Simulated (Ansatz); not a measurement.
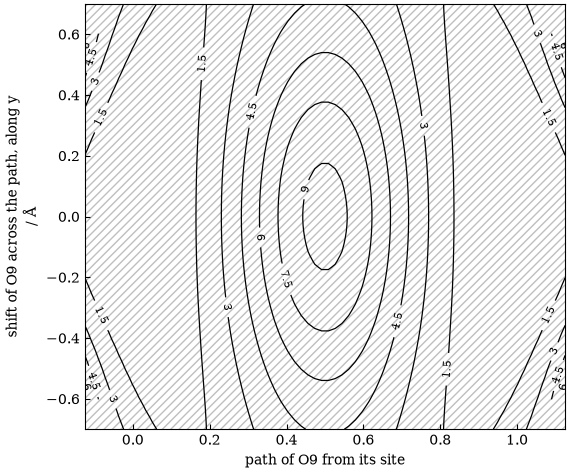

Energy landscape of MgO (Pm-3n phase) with one O vacancy (11 atoms in the cell). An atom moved over a plane that holds its own site and a neighbouring vacancy (x along [0 0 1], y along [0 1 0], z along [−1 0 0] of the conventional cell). Coordinates scanned: (1) path of O9 from its site (0) to the vacancy (1), 2.795 Å; (2) shift of O9 across the path, along y. Nothing is relaxed (all other atoms held at the sites of the perfect crystal). Grid: 11 × 9 points; 28 points were computed and 67 follow by symmetry. At 4 points there is no value (left out of the scan, as a rule where atoms come close). Points are written as (first, second). All energies are given in eV per cell relative to the lowest grid point. All numbers below come from Ansatz, DFT PBEsol, scalar-relativistic, plane waves, PAW. Settings: cutoff 420 eV, k-mesh 4×4×4, gaussian smearing 0.05 eV, no spin polarisation.

Drawn: contour lines labelled in eV, hatched blanks where no value was computed. Between grid points the surface is interpolated. 

Question: What does the map say about the system?

Answer: The lowest grid point is at (0.000, 0.000 Å) [nearest 4 Mg at 1.98 Å]; the map holds 2 wells of about this depth. No other kind of well shows on this grid. The highest grid point, (0.500, 0.000 Å) [nearest 2 Mg at 1.40 Å], lies 9.5 eV above the lowest. Round the minimum the two coordinates are nearly uncoupled.

The values on the grid:

```
second ↓, first →  −0.125  0.000  0.125  0.250  0.375  0.500  0.625  0.750  0.875  1.000  1.125
            0.700       –    2.4    1.2    2.1    3.8    4.7    3.8    2.1    1.2    2.4      –
            0.525     5.7    1.3    1.0    2.5    4.9    6.1    4.9    2.5    1.0    1.3    5.7
            0.350     2.9    0.6    0.9    3.0    6.1    7.7    6.1    3.0    0.9    0.6    2.9
            0.175     1.3    0.1    0.8    3.4    7.1    9.0    7.1    3.4    0.8    0.1    1.3
            0.000     0.8    0.0    0.8    3.5    7.4    9.5    7.4    3.5    0.8    0.0    0.8
           −0.175     1.3    0.1    0.8    3.4    7.1    9.0    7.1    3.4    0.8    0.1    1.3
           −0.350     2.9    0.6    0.9    3.0    6.1    7.7    6.1    3.0    0.9    0.6    2.9
           −0.525     5.7    1.3    1.0    2.5    4.9    6.1    4.9    2.5    1.0    1.3    5.7
           −0.700       –    2.4    1.2    2.1    3.8    4.7    3.8    2.1    1.2    2.4      –
```

Each point was launched as `ansatz run input.yaml --threads 4 --pin off --max-ram 8192MiB --backend cpu --events-out ev --progress --plain --runs-dir out`. Time for the 28 points that were run: 77 s on 4 threads of AMD EPYC 9R45 96-Core Processor (Zen 5), with other jobs on the host.

PAW datasets: the set soft_1.
